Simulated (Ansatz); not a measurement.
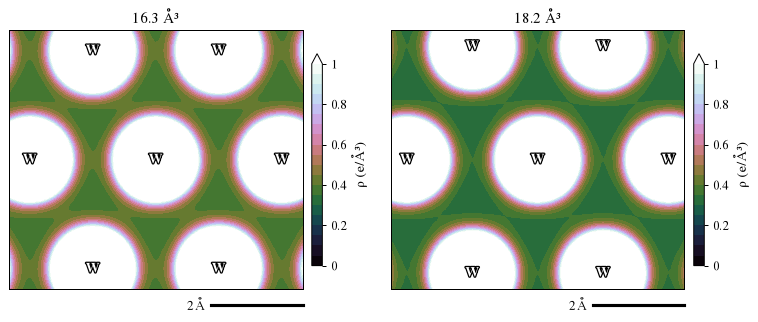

W. The valence electron density of cells scaled evenly to different volumes (given per atom above each panel), on the (001) plane of each (indices in the axes of the cell below), at one length scale and on one colour scale.

A generated structure, not necessarily the stable one.

Method: DFT, r2SCAN, plane waves (500 eV) with PAW, scalar-relativistic (Ansatz 0.2.0).

Core electrons are frozen (PAW), and the valence fields are smoothed inside the atomic spheres.

The largest cell:

```yaml
crystal:
  lattice:
    - [2.87121, 0.00000, 0.00000]
    - [-1.43560, 2.48654, 0.00000]
    - [0.00000, 0.00000, 10.20978]
  atoms:
    - { symbol: W, position: [0.00000, 0.00000, 0.00000] }
    - { symbol: W, position: [0.00000, 0.00000, 0.50000] }
    - { symbol: W, position: [0.33333, 0.66667, 0.25000] }
    - { symbol: W, position: [0.66667, 0.33333, 0.75000] }
```

| volume (Å³/atom) | W–W contact in the plane (Å) | ρ at its midpoint (e/Å³) | 
| --- | --- | --- |
| 16.27 | 2.765 | 0.404 | 
| 17.57 | 2.837 | ? | 
| 18.22 | 2.871 | 0.350 | 

Q: What values belong in the row with question marks?

A: Over the known rows ln ρ falls by 1.35 per Å of W–W distance (the line through the two), which gives 0.366 e/Å³ at 2.837 Å; the calculation gives 0.367 e/Å³.
